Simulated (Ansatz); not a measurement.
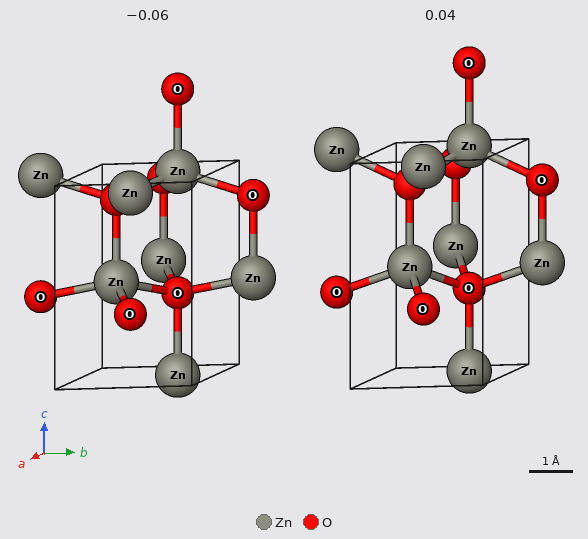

A crystal of ZnO (set up in P6_3mc), under uniaxial strain along c (a, b and atoms relaxed), with energies (extrapolated to zero smearing) counted from the relaxed crystal, which is the row at zero. The picture shows the first and the last member. A ball-and-stick model of the cell of the calculation, seen slightly off an axis.

Computed with Ansatz 0.2.0: DFT r2SCAN, scalar-relativistic, plane waves, PAW. Set-up: plane-wave cutoff 500 eV; k-point mesh 12 × 12 × 6; occupations gaussian; smearing width 0.02 eV; no spin polarisation; force threshold 0.008 eV/Å.

| strain | energy (meV/atom) | a (Å) | c (Å) | band gap (eV) |
| --- | --- | --- | --- | --- |
| −0.06 | 16.59 | 3.303 | 4.900 | 1.34 |
| −0.04 | ? | ? | ? | ? |
| −0.02 | 2.02 | 3.257 | 5.108 | 1.28 |
| 0.0 | 0.00 | 3.235 | 5.212 | 1.24 |
| 0.02 | 2.25 | 3.214 | 5.317 | 1.19 |
| 0.04 | 9.22 | 3.193 | 5.421 | 1.13 |

Estimate the missing row from the others, and compare with the calculation.

A parabola through three neighbouring rows (−0.06, −0.02, 0.0) gives, with Lagrange weights, (0.3333)(16.59) + (1.0000)(2.02) + (−0.3333)(0.00) = 7.55 meV/atom. The calculation gives 7.78 meV/atom (a = 3.280 Å, c = 5.004 Å). The estimate is 0.23 meV/atom too low. For the gap a parabola through the rows −0.06, −0.02, 0.0 gives 1.31 eV, and the calculation 1.31 eV (semilocal gaps, lower than measured ones as a rule). From the first member to the last: O–Zn 1.964 → 1.979 Å, O–Zn 1.982 → 1.991 Å.

The whole series:

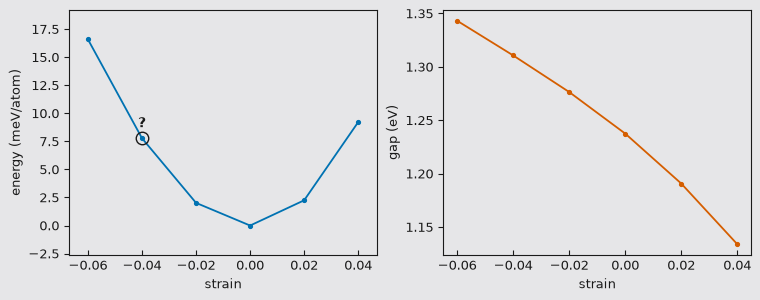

Each member starts from this one structure; whether another phase lies lower wasn't checked.
